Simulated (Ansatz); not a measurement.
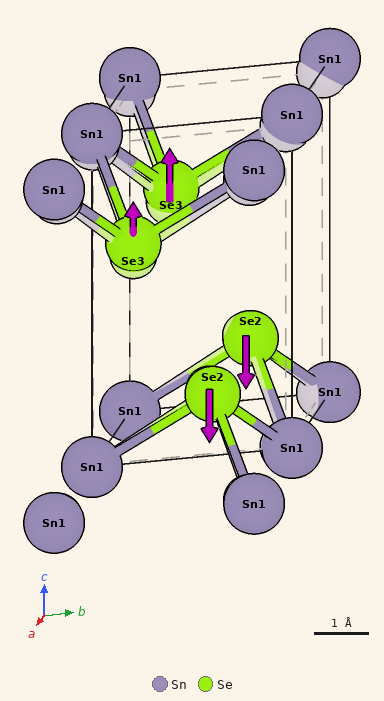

A crystal of SnSe2 (built on the 1T (CdI2) bulk type), drawn pale, and a changed version of it, drawn solid. The purple arrows show how the atoms are displaced (without the part that the change of the cell carries along), magnified 10 times. Besides, all lengths are scaled by +4.0 % (volume +12.5 %). Style: ball-and-stick. Shown: the cell of the calculation, repeated 2 × 1 × 1 with one cell outlined, slightly off an axis.

The calculation used Ansatz 0.2.0, DFT, r2SCAN with spin-orbit coupling, plane waves, PAW. (plane-wave cutoff 500 eV; k-point mesh 12 × 12 × 4; occupations fermi dirac; smearing width 0.02 eV; spin-orbit)

> How are the atoms displaced, and what does the calculation give?

The Se atoms are displaced by 0.11 Å relative to the cell: Se2 0.11 Å along −c. No relaxation follows. Some distances before and after: Se–Sn 2.713 → 2.762 Å. The space group stays P-3m1 (No. 164). The energy rises by 21.2 meV per atom. Pressure: 1.0 GPa before, −2.7 GPa after. The principal stresses (compression positive) are −0.4 GPa along c and −3.9 GPa across it. The largest forces, 0.018 eV/Å, act on Se2 and Se3. The band gap goes from 0.89 to 0.97 eV.

Limits of the set-up: layers or molecules are held without a dispersion correction, so their spacing is unreliable.
